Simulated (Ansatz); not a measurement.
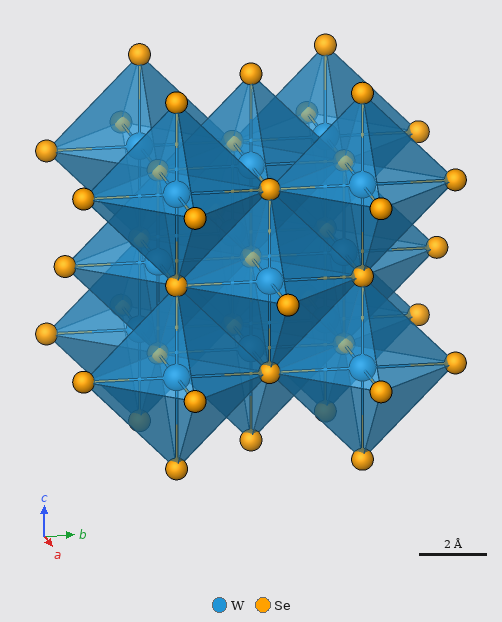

Fig. 1: The starting structure (polyhedral view of the cell 4 times as large as that of the calculation, set on its symmetry axes, seen slightly off an axis; polyhedra are completed across the faces of the cell). An atom can appear more than once, as a periodic image.

# Run report: WSe, geometry relaxation (part 1 of 2)

- system: WSe (2 atoms in the cell)
- method: DFT r2SCAN+U, scalar-relativistic, plane waves, PAW, Ueff = 6.2 eV on W d, spin-polarised (Ansatz 0.2.0)

The structure was built on a prototype by a generator; it need not be a known phase. Figures and captions count atoms from 1; the log counts them from 0 in places.

**Input**
```yaml
crystal:
  lattice:
    - [0.0, 2.8547762118, 2.8547762118]
    - [2.8547762118, 0.0, 2.8547762118]
    - [2.8547762118, 2.8547762118, 0.0]
  atoms:
    - { symbol: W, position: [0.0, 0.0, 0.0], spin: 3.54 }
    - { symbol: Se, position: [0.5, 0.5, 0.5], spin: -0.26 }
basis:
  ecutwfc: 500
kpoints:
  mp_grid: { grid: [12, 12, 12] }
hamiltonian:
  xc: r2scan
  hubbard: { sites: [{ species: W, l: d, u_eff: 6.2 }] }
scf:
  occupations: { method: gaussian, width: 0.1 }
output:
  forces: true
  stress: true
  eigenvalues: true
  populations: true
  write_density: true
  write_potential: true
  elf: true
  volumetric_format: npy
magnetization:
  spin_polarized: true
relax:
  adjacent_minimum: "off"
  f_tol: 0.01
  max_steps: 80
  cell: { stress_tol: 0.05 }
```

Machine: 1 thread of Oxide Virtual Turin-like (Zen 5), 32 GiB of memory available, shared host.

Launch command:
```bash
ansatz run input.yaml --threads 1 --pin off --max-ram 2560MiB --backend cpu --events-out ev --progress --plain --runs-dir out
```

**Output**
```
W: projections on atomic orbitals take those of the free atom [Kr 4d10 4f14] 5s2 5p6 5d4 6s2, of charge +0.00 (hamiltonian.pseudopotentials.projection_atoms); the dataset's partial waves leave at most 6.5e-5 of an orbital's norm unspanned inside its sphere
Se: projections on atomic orbitals take those of the free atom [Ar] 3d10 4s2 4p4, of charge +0.00 (hamiltonian.pseudopotentials.projection_atoms); the dataset's partial waves leave at most 2.3e-6 of an orbital's norm unspanned inside its sphere
Engine: ansatz 0.2.0, x86_64-unknown-linux-gnu
Pseudopotentials: kind: paw
Pseudopotential: W, paw, valence charge 14, recommended cutoff 500 eV (meta_gga), W.paw.azcp
Pseudopotential: Se, paw, valence charge 16, recommended cutoff 500 eV (meta_gga), Se.paw.azcp
Functional definition: r2SCAN
  parameter k0 = 0.174
  parameter k1 = 0.065
  parameter a1 = 4.9479
  exchange = r2scan_x(k0 = k0, k1 = k1, a1 = a1)
  correlation = r2scan_c
Crystal: 2 atoms, lattice volume = 46.531 Å³
Basis set: ecut = 500 eV, 1243 PW (Γ), exchange–correlation on 120×120×120 points (64 copies of the dense FFT grid, shifted against one another)
Bands: 21, of which v1, the nominal top of the filled ones, is band 15 counted from 1 (14 counted from 0)
Symmetry: 48 space group operations
Space group: Fm-3m (ITA 225), of the structure as read, at distance tolerance 3.6e-5 Å
Magnetic group: BNS 225.116 (UNI 1618), of the structure as read, at distance tolerance 3.6e-5 Å
k-points: 72 of 1728
Non-local potential: W, projectors of the file, l = 0: 3, l = 1: 2, l = 2: 2, l = 3: 1
Non-local potential: Se, projectors of the file, l = 0: 2, l = 1: 2, l = 2: 3, l = 3: 1
PAW form: soft (Blöchl's): semilocal exchange-correlation on the pseudo side does not see the compensation charge
PAW frozen core: W, regenerated for the run's functional (the file was generated under x = pbe(κ = 0.804, μ = 0.2195149727645171), c = pbe(β = 0.06672455060314922))
PAW frozen core: Se, regenerated for the run's functional (the file was generated under x = pbe(κ = 0.804, μ = 0.2195149727645171), c = pbe(β = 0.06672455060314922))
PAW one-centre angular grid: W, 590 points (default); XC on 160 Gauss nodes
PAW one-centre angular grid: Se, 590 points (default); XC on 160 Gauss nodes
Initial density: superposition of atomic densities (chi_scale 0.1, normalization cell)
Starting moments: Σ|m| = 3.8 μB on 2 of 2 sites
Initial wavefunctions: pseudopotential atomic-orbital guess
Functional: x = r2scan, c = r2scan; τ floored in thin density (d = 2e-4 eV/Å³)
iter 1 solved again at ethr=7.10e-4 eV; its pass at ethr=3.10e-3 eV (dr2=2.13e-1 eV) is discarded
SCF iter   1: F=—  HF=-15869.152086 eV  |F-HF|=—  |Δ(HF+E_count)|=         —  Δρ=2.54e-2 (↑2.54e-2 ↓1.95e-2)  dr2=2.13e-1  dr2_τ=2.53e-2  dr2_m=1.63e-1  M=4.000 μB ∫|m|=4.448 μB  β_m=1.00  ethr=7.10e-4  ⟨swp⟩=1.0  Hψ=18599  notcnv=0
preconditioner: auto → Kerker (q_TF=auto, 2.536 Å⁻¹)  [metal: Δε(μ)=0.064 eV  Ē_g=10.588 eV  σ=0.100 eV  W_gap=0.34  n_scr=14 (ndim 8)  ℏωp=18.9 eV  f_vac=0.000  D(μ)=0.71/eV (n_scr^D=0)]
spin=Collinear: Kerker preconditioning applied to the charge; magnetization (m = ρ↑ − ρ↓) channel mixes plain (no charge-response kernel on spin).
SCF iter   2: F=—  HF=-15869.845284 eV  |F-HF|=—  |Δ(HF+E_count)|=   6.93e-1  Δρ=1.08e-2 (↑1.08e-2 ↓9.38e-3)  dr2=1.56e-1  dr2_τ=1.69e-3  dr2_m=5.43e-3  M=4.000 μB ∫|m|=4.575 μB  β_m=1.00  ethr=7.10e-4  ⟨swp⟩=2.5  Hψ=5744  notcnv=0  κ⁻¹=1.0e0(r=1)
SCF iter   3: F=—  HF=-15870.017067 eV  |F-HF|=—  |Δ(HF+E_count)|=   1.72e-1  Δρ=4.27e-3 (↑4.27e-3 ↓2.07e-3)  dr2=1.19e-2  dr2_τ=1.81e-3  dr2_m=1.39e-3  M=4.000 μB ∫|m|=4.576 μB  β_m=0.30  ethr=5.21e-4  ⟨swp⟩=2.6  Hψ=6202  notcnv=0  defer=15  κ⁻¹=1.3e-2(r=2)
SCF iter   4: F=—  HF=-15870.092452 eV  |F-HF|=—  |Δ(HF+E_count)|=   7.54e-2  Δρ=3.28e-3 (↑3.28e-3 ↓1.77e-3)  dr2=8.81e-3  dr2_τ=1.41e-4  dr2_m=7.27e-4  M=4.000 μB ∫|m|=4.576 μB  β_m=0.30  ethr=3.95e-5  ⟨swp⟩=1.4  Hψ=3635  notcnv=0  defer=15  κ⁻¹=9.1e-4(r=3)
SCF iter   5: F=—  HF=-15870.133171 eV  |F-HF|=—  |Δ(HF+E_count)|=   4.07e-2  Δρ=1.76e-3 (↑1.76e-3 ↓1.24e-3)  dr2=1.45e-3  dr2_τ=4.65e-5  dr2_m=3.77e-4  M=4.000 μB ∫|m|=4.581 μB  β_m=1.00  ethr=2.94e-5  ⟨swp⟩=2.0  Hψ=6176  notcnv=0  defer=18  κ⁻¹=2.0e-4(r=4)
SCF iter   6: F=—  HF=-15870.152872 eV  |F-HF|=—  |Δ(HF+E_count)|=   1.97e-2  Δρ=4.98e-4 (↑4.98e-4 ↓3.51e-4)  dr2=1.59e-4  dr2_τ=1.61e-5  dr2_m=1.92e-5  M=4.000 μB ∫|m|=4.589 μB  β_m=1.00  ethr=4.84e-6  ⟨swp⟩=2.1  Hψ=4941  notcnv=0  defer=18  κ⁻¹=1.5e-4(r=5)
SCF iter   7: F=—  HF=-15870.162263 eV  |F-HF|=—  |Δ(HF+E_count)|=   9.39e-3  Δρ=3.19e-4 (↑3.19e-4 ↓2.27e-4)  dr2=1.17e-4  dr2_τ=2.46e-6  dr2_m=2.95e-6  M=4.000 μB ∫|m|=4.590 μB  β_m=1.00  ethr=5.29e-7  ⟨swp⟩=2.0  Hψ=5063  notcnv=0  defer=18  κ⁻¹=2.2e-5(r=6)
SCF iter   8: F=—  HF=-15870.166993 eV  |F-HF|=—  |Δ(HF+E_count)|=   4.73e-3  Δρ=1.70e-4 (↑1.70e-4 ↓7.45e-5)  dr2=8.62e-6  dr2_τ=1.99e-6  dr2_m=4.37e-6  M=4.000 μB ∫|m|=4.588 μB  β_m=1.00  ethr=3.90e-7  ⟨swp⟩=2.0  Hψ=5197  notcnv=0  defer=18
Mixer restart at iter 8: flushing history
spin-set hold released at iteration 8 (site moments contracting): the magnetisation degrees of freedom join the quasi-Newton model from the next iteration; the mixer history was flushed
SCF iter   9: F=—  HF=-15870.169415 eV  |F-HF|=—  |Δ(HF+E_count)|=   2.42e-3  Δρ=1.54e-4 (↑1.54e-4 ↓5.57e-5)  dr2=1.23e-5  dr2_τ=3.12e-7  dr2_m=1.77e-6  M=4.000 μB ∫|m|=4.586 μB  β_m=1.00  ethr=2.87e-8  ⟨swp⟩=2.5  Hψ=5347  notcnv=0  defer=20  κ⁻¹=1.0e0(r=1)
SCF iter  10: F=—  HF=-15870.171977 eV  |F-HF|=—  |Δ(HF+E_count)|=   2.56e-3  Δρ=1.52e-4 (↑1.52e-4 ↓1.20e-4)  dr2=3.32e-5  dr2_τ=1.70e-7  dr2_m=4.57e-7  M=4.000 μB ∫|m|=4.579 μB  β_m=1.00  ethr=2.87e-8  ⟨swp⟩=2.6  Hψ=5424  notcnv=0  defer=20  κ⁻¹=7.1e-4(r=2)
SCF iter  11: F=—  HF=-15870.172018 eV  |F-HF|=—  |Δ(HF+E_count)|=   4.09e-5  Δρ=9.35e-5 (↑9.35e-5 ↓6.92e-5)  dr2=1.40e-5  dr2_τ=7.02e-8  dr2_m=2.01e-7  M=4.000 μB ∫|m|=4.576 μB  β_m=1.00  ethr=2.87e-8  ⟨swp⟩=2.0  Hψ=5138  notcnv=0  defer=21  κ⁻¹=3.0e-4(r=3)
SCF iter  12: F=—  HF=-15870.172024 eV  |F-HF|=—  |Δ(HF+E_count)|=   5.51e-6  Δρ=3.90e-5 (↑3.32e-5 ↓3.90e-5)  dr2=2.89e-6  dr2_τ=2.59e-8  dr2_m=1.09e-7  M=4.000 μB ∫|m|=4.574 μB  β_m=1.00  ethr=2.87e-8  ⟨swp⟩=2.1  Hψ=4139  notcnv=0  defer=23  κ⁻¹=1.3e-4(r=4)
SCF iter  13: F=—  HF=-15870.172024 eV  |F-HF|=—  |Δ(HF+E_count)|=   2.52e-7  Δρ=2.07e-5 (↑1.77e-5 ↓2.07e-5)  dr2=7.91e-7  dr2_τ=1.30e-8  dr2_m=9.00e-9  M=4.000 μB ∫|m|=4.575 μB  β_m=1.00  ethr=9.63e-9  ⟨swp⟩=2.0  Hψ=4969  notcnv=0  defer=23  κ⁻¹=6.2e-5(r=5)
SCF iter  14: F=—  HF=-15870.172024 eV  |F-HF|=—  |Δ(HF+E_count)|=   8.26e-7  Δρ=8.48e-6 (↑7.34e-6 ↓8.48e-6)  dr2=4.17e-8  dr2_τ=2.11e-9  dr2_m=8.99e-9  M=4.000 μB ∫|m|=4.576 μB  β_m=1.00  ethr=3.33e-10  ⟨swp⟩=6.8  Hψ=18285  notcnv=0  κ⁻¹=7.4e-6(r=6)
SCF iter  15: F=-15870.172024 eV  HF=-15870.172024 eV  |F-HF|=1.19e-8  |Δ(HF+E_count)|=   5.70e-9  Δρ=4.19e-6 (↑4.02e-6 ↓4.19e-6)  dr2=1.78e-8  dr2_τ=6.02e-10  dr2_m=4.47e-11  M=4.000 μB ∫|m|=4.576 μB  ethr=1.39e-10  ⟨swp⟩=7.6  Hψ=16505  notcnv=0
SCF 1 converged in 15 iterations: F = -15870.172024 eV  dr2 = 1.78e-8
  greatest PAW one-centre occupation: 1.000 electrons in one spin orbital (limit 2), on the Se atom at site 1 (counted from 0), in its partial waves of l = 2
relax step   1: F+E_penalty+E_count = -15870.17202438 eV  Δ(F+E_penalty+E_count) = +0.000e0 eV  max|allowed force component| = 5.522e-30 eV/Å  Δτ_max = 0.0000 Å  P = -0.142 GPa  Ω = 46.531 Å³  (15 SCF iters, dr2 threshold 1.00e-7 eV, accepted)
Crystal: 2 atoms, lattice volume = 46.357 Å³
Initial density: handed on by an earlier stage of this run
Starting moments: Σ|m| = 3.8 μB on 2 of 2 sites; this step starts from the density that it was given
Initial wavefunctions: those handed on with the density
iter 1 solved again at ethr=8.89e-8 eV; its pass at ethr=3.10e-3 eV (dr2=2.67e-5 eV) is discarded
SCF iter   1: F=—  HF=-15870.171717 eV  |F-HF|=—  |Δ(HF+E_count)|=         —  Δρ=2.47e-4 (↑2.26e-4 ↓2.47e-4)  dr2=2.23e-5  dr2_τ=6.81e-5  dr2_m=2.11e-5  M=4.000 μB ∫|m|=4.572 μB  β_m=1.00  ethr=8.89e-8  ⟨swp⟩=2.0  Hψ=15372  notcnv=0
preconditioner: auto → Kerker (q_TF=auto, 2.537 Å⁻¹)  [metal: Δε(μ)=0.054 eV  Ē_g=11.323 eV  σ=0.100 eV  W_gap=0.30  n_scr=14 (ndim 8)  ℏωp=18.9 eV  f_vac=0.001  D(μ)=1.12/eV (n_scr^D=8)]
spin=Collinear: Kerker preconditioning applied to the charge; magnetization (m = ρ↑ − ρ↓) channel mixes plain (no charge-response kernel on spin).
SCF iter   2: F=—  HF=-15870.172067 eV  |F-HF|=—  |Δ(HF+E_count)|=   3.50e-4  Δρ=5.91e-5 (↑5.91e-5 ↓5.85e-5)  dr2=6.33e-6  dr2_τ=1.42e-7  dr2_m=4.74e-7  M=4.000 μB ∫|m|=4.571 μB  β_m=1.00  ethr=7.42e-8  ⟨swp⟩=2.0  Hψ=5205  notcnv=0  κ⁻¹=1.0e0(r=1)
SCF iter   3: F=—  HF=-15870.172069 eV  |F-HF|=—  |Δ(HF+E_count)|=   2.34e-6  Δρ=4.14e-5 (↑4.14e-5 ↓4.04e-5)  dr2=3.85e-6  dr2_τ=2.33e-8  dr2_m=6.36e-8  M=4.000 μB ∫|m|=4.570 μB  β_m=1.00  ethr=2.11e-8  ⟨swp⟩=1.5  Hψ=3367  notcnv=0  κ⁻¹=7.9e-3(r=2)
SCF iter   4: F=—  HF=-15870.172071 eV  |F-HF|=—  |Δ(HF+E_count)|=   1.99e-6  Δρ=2.44e-5 (↑2.06e-5 ↓2.44e-5)  dr2=1.07e-6  dr2_τ=6.02e-9  dr2_m=1.47e-8  M=4.000 μB ∫|m|=4.569 μB  β_m=1.00  ethr=1.28e-8  ⟨swp⟩=2.2  Hψ=3939  notcnv=0  κ⁻¹=1.3e-3(r=3)
SCF iter   5: F=—  HF=-15870.172072 eV  |F-HF|=—  |Δ(HF+E_count)|=   7.41e-7  Δρ=1.24e-5 (↑1.24e-5 ↓1.18e-5)  dr2=3.54e-7  dr2_τ=1.98e-9  dr2_m=6.01e-10  M=4.000 μB ∫|m|=4.569 μB  β_m=1.00  ethr=3.58e-9  ⟨swp⟩=2.0  Hψ=3607  notcnv=0  κ⁻¹=3.2e-4(r=4)
SCF iter   6: F=—  HF=-15870.172072 eV  |F-HF|=—  |Δ(HF+E_count)|=   9.69e-8  Δρ=8.33e-6 (↑8.33e-6 ↓6.35e-6)  dr2=1.00e-7  dr2_τ=7.69e-10  dr2_m=6.56e-9  M=4.000 μB ∫|m|=4.569 μB  β_m=1.00  ethr=1.18e-9  ⟨swp⟩=2.3  Hψ=4062  notcnv=0  κ⁻¹=1.3e-4(r=5)
SCF iter   7: F=-15870.172072 eV  HF=-15870.172072 eV  |F-HF|=5.64e-9  |Δ(HF+E_count)|=   2.73e-8  Δρ=2.48e-6 (↑2.25e-6 ↓2.48e-6)  dr2=5.27e-9  dr2_τ=1.87e-10  dr2_m=1.67e-10  M=4.000 μB ∫|m|=4.569 μB  ethr=1.69e-10  ⟨swp⟩=8.6  Hψ=17374  notcnv=0
SCF 2 converged in 7 iterations: F = -15870.172072 eV  dr2 = 5.27e-9
relax step   2: F+E_penalty+E_count = -15870.17207173 eV  Δ(F+E_penalty+E_count) = -4.735e-5 eV  max|allowed force component| = 4.766e-31 eV/Å  Δτ_max = 0.0000 Å  P = +0.146 GPa  Ω = 46.357 Å³  energy of the carried Pulay correction = +4.893e-5 eV  (7 SCF iters, dr2 threshold 5.07e-8 eV, rejected (line search))
Crystal: 2 atoms, lattice volume = 46.445 Å³
iter 1 solved again at ethr=2.37e-8 eV; its pass at ethr=3.10e-3 eV (dr2=7.10e-6 eV) is discarded
```
